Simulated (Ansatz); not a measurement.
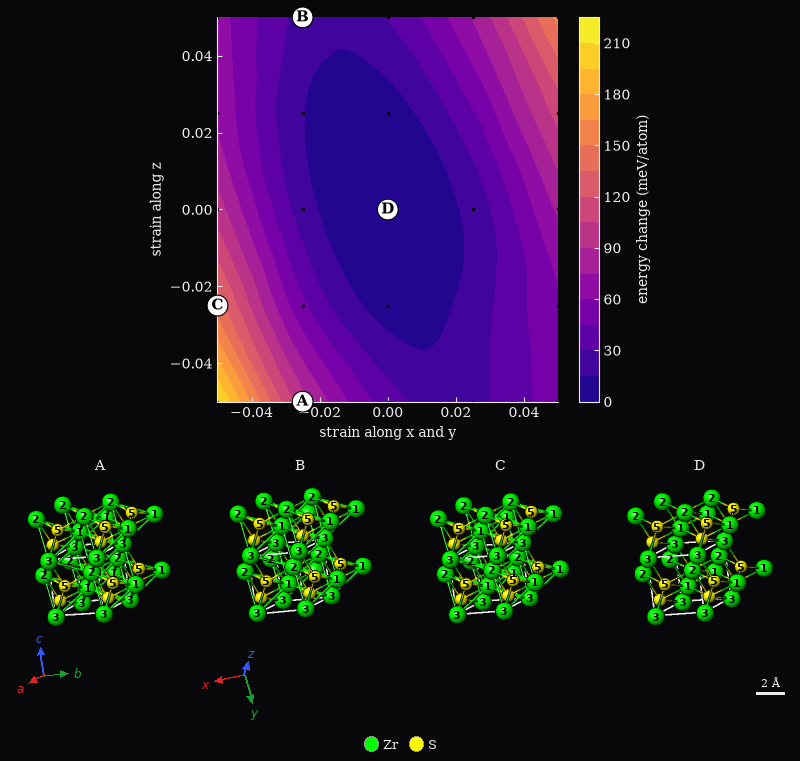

Solid Zr3S2 (R32): the cell is strained equally along x and y and separately along z, with the atoms kept at their fractional coordinates. x, y and z are the Cartesian axes of the input. The map is interpolated between the computed points (dots). The lettered frames are marked on it. The picture is a ball-and-stick view of the cell of the calculation, repeated 2 × 2 × 2 with one cell outlined, seen slightly off an axis.

These are results of DFT PBEsol, scalar-relativistic, plane waves, PAW in Ansatz, not measurements. Settings: plane-wave cutoff 420 eV; k-point mesh 12 × 12 × 12; occupations gaussian; smearing width 0.15 eV; no spin polarisation. Energies (free energies at the smearing named) are counted from the relaxed crystal.

Question: What does the map show?

Answer: In pairs of (strain along x and y; strain along z): the lowest computed point lies at (0.000, 0.000) (0.0 meV/atom), the highest at (−0.050, −0.050) (211.9 meV/atom). The valley is tilted: raising the in-plane strain is made harder by raising the strain along z (cross term 0.61 of the geometric mean of the two curvatures). Over the ranges scanned the energy rises more along the first axis, the in-plane strain. The pressure runs from −14.1 GPa at (0.050, 0.050) to 27.8 GPa at (−0.050, −0.050). The frames lie at A (−0.025, −0.050): 96.2 meV/atom, B (−0.025, 0.050): 24.7 meV/atom, C (−0.050, −0.025): 142.6 meV/atom, D (0.000, 0.000): 0.0 meV/atom.
